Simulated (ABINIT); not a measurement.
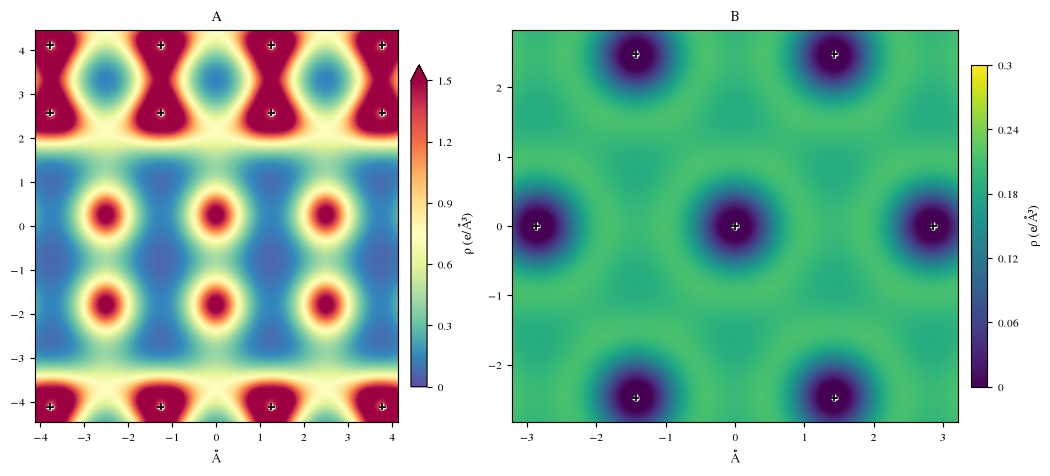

The valence charge density (pseudo) of 2 systems, each on a plane through atoms (crosses mark nuclei in the plane).

Computed with Kohn-Sham DFT of a periodic cell, PBE, JTH PAW PBE v2.0 in ABINIT.

System 1: Al, the (111) plane of the conventional cell. Space group Fm-3m.

```
Al
1.0
     4.04961    0.00000    0.00000
     0.00000    4.04961    0.00000
     0.00000    0.00000    4.04961
Al
4
Cartesian
  0.0000 0.0000 0.0000
  2.0248 2.0248 0.0000
  2.0248 0.0000 2.0248
  0.0000 2.0248 2.0248
```

System 2: C, the (010) plane of the conventional cell. Space group P6₃/mmc; not relaxed (largest force 0.3 eV/Å).

### Match each panel to its system.

Panel A is system 2, C: the plane holds C. C–C (1.54 Å): ρ is about 1.6 e/Å³ halfway. Panel B is system 1, Al: the plane holds Al. Al–Al (2.86 Å): ρ at the midpoint is about 0.2 e/Å³.
